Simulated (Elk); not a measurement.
**BAs (F-43m): refractive index against wavelength**

The refractive index of BAs (F-43m) below the direct gap (3.28 eV on the mesh) is read from one computed spectrum, n = √(Re ε).

Symmetry: F-43m, No. 216, cubic system. The conventional cell has a = 4.777 Å, b = 4.777 Å, c = 4.777 Å, α = 90.00°, β = 90.00°, γ = 90.00°. Around As on site c lie 4 B at 2.07 Å. B on site a is surrounded by 4 As at 2.07 Å.

Method: Elk 11.2.3 (patched build), PBE, independent particles, k-mesh 11×11×11, Lorentzian half width 0.15 eV.

Launch of the response step: `OMP_NUM_THREADS=4 elk`. The run took 17 s, its band step included, on 4 threads of AMD EPYC 7R13 Processor (Zen 3), with other jobs on the host.

| wavelength (nm) | photon energy E (eV) | n |
| --- | --- | --- |
| 1550 | 0.800 | 3.2080 |
| 1310 | 0.946 | 3.2213 |
| 1064 | 1.165 | 3.2460 |
| 850 | 1.459 | 3.2889 |
| 700 | 1.771 | 3.3496 |
| 633 | 1.959 | 3.3948 |
| 532 | 2.331 | ? |

In the single-oscillator model n² − 1 = E₀E_d/(E₀² − E²), so 1/(n² − 1) = E₀/E_d − E²/(E₀E_d) is linear in E².

Working, on the rows shown:

| x = E² (eV²) | y = 1/(n² − 1) |
| --- | --- |
| 0.639837 | 0.107628 |
| 0.895757 | 0.106646 |
| 1.35784 | 0.10486 |
| 2.12762 | 0.101866 |
| 3.13716 | 0.0978491 |
| 3.83641 | 0.0950149 |

Means: x̄ = 1.9991, ȳ = 0.10231. Σ(x − x̄)(y − ȳ) = -0.03219, Σ(x − x̄)² = 8.164. Slope = -0.03219 / 8.164 = -0.003943; intercept = ȳ − slope · x̄ = 0.11019. Turned back into n, the line misses the rows shown by at most 0.0009.

Task: Predict the last column of the withheld row from the fit.

Result: At x = 5.4314 the line gives y = 0.088779, that is 3.5020. The run gave 3.5105, so the extrapolation is off by 0.0085, 3 % of the range in the table.

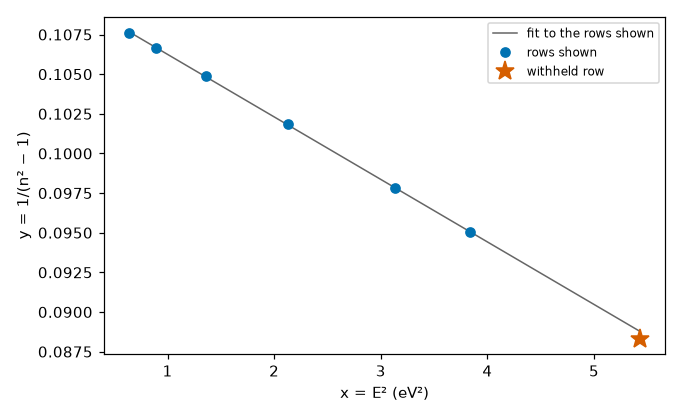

Refitted with all rows, the slope is -0.004018 and the intercept 0.11031. These give E₀ = √(intercept/−slope) = 5.24 eV and E_d = E₀/intercept = 47.5 eV; E₀ is 1.6 times the direct gap. The electronic limit at long wavelengths, without lattice vibrations, is n = √(1 + 1/intercept) = 3.173. Excitons are left out and so are local fields; PBE gaps are as a rule too small. The values come from a sum over the points of one k-mesh and carry its error, which grows as the direct gap shrinks. Spin-orbit coupling is left out.
